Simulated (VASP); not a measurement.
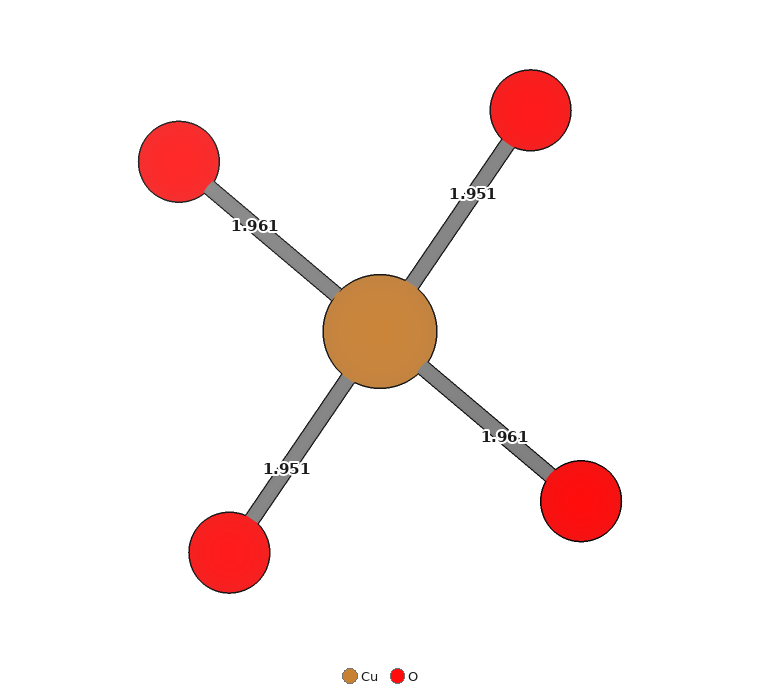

The surroundings of site Cu1 (at 0.250, 0.750, 0.500) in CuO (C2/c, No. 15), with bond lengths in Å.

Origin of the cell: an entry of the Crystallography Open Database, as set up for an electronic-structure calculation.

```
CELL_PARAMETERS angstrom
4.68370 0.00000 0.00000
0.00000 3.42260 0.00000
-0.85003 0.00000 5.05787
ATOMIC_POSITIONS crystal
Cu 0.25000 0.75000 0.50000
Cu 0.25000 0.25000 0.00000
O 0.50000 0.08160 0.75000
O 0.50000 0.91840 0.25000
Cu 0.75000 0.25000 0.50000
Cu 0.75000 0.75000 0.00000
O 0.00000 0.58160 0.75000
O 0.00000 0.41840 0.25000
```

Bond valence s = exp((R0 − d)/b), R0 fitted to published crystal structures with b = 0.37 Å, summed over all anions within 5 Å; R0 in Å: Cu+–O 1.566; Cu2+–O 1.664.

Which oxidation state of Cu do these bonds support?

With the Cu+ parameters the computed sum is 2 × 0.353 + 2 × 0.344 = 1.39. With the Cu2+ parameters the computed sum is 2 × 0.460 + 2 × 0.448 = 1.82. The sum matches its own assumption best for Cu2+, which also balances the formula's charge.

And over the whole structure?

```csv
site,"x, y, z",formal valence,bond-valence sum,difference
Cu1,"0.250, 0.750, 0.500",+2,1.96,-0.04
O1,"0.500, 0.082, 0.750",−2,1.96,-0.04
```

These sums include all anions within 5 Å. The global instability index (root mean square of the differences over all atoms) is 0.04 v.u.: little strain. The cell was not relaxed for this table, and a volume that is off by a few per cent shifts all sums together.
